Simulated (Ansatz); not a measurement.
```cif
data_structure
_symmetry_space_group_name_H-M 'P 1'
_symmetry_Int_Tables_number 1
_cell_length_a 3.3790
_cell_length_b 3.3790
_cell_length_c 29.8967
_cell_angle_alpha 90.000
_cell_angle_beta 90.000
_cell_angle_gamma 120.000
_cell_volume 295.61
loop_
_atom_site_label
_atom_site_type_symbol
_atom_site_fract_x
_atom_site_fract_y
_atom_site_fract_z
_atom_site_occupancy
Ta1 Ta 0.00000 0.00000 0.30104 1
S1 S 0.33333 0.66667 0.24978 1
S2 S 0.66667 0.33333 0.35230 1
```

A structure generated by program, which may or may not match a known phase; not relaxed (largest force 0.3 eV/Å); computed without spin polarisation.

Theory: Ansatz 0.2.0, DFT PBEsol, scalar-relativistic, plane waves, PAW.

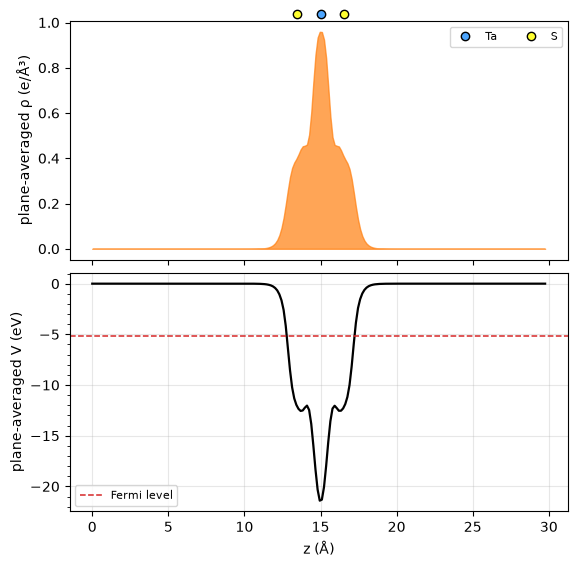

TaS₂. Plane average of the electrostatic potential (local pseudopotential plus Hartree) felt by an electron and of the valence pseudo-density across the slab. Circles mark the heights of the atoms.

Core electrons are frozen (PAW), and the valence fields are smoothed inside the atomic spheres.

### Read off the work function of this surface.

The potential is flat in the vacuum, 5.13 eV above the Fermi level; this is the work function, the same on both faces.

### What are the slab's thickness and the vacuum gap?

The outermost nuclei are 3.1 Å apart, in 3 atomic planes; the vacuum between periodic images is 26.8 Å wide.
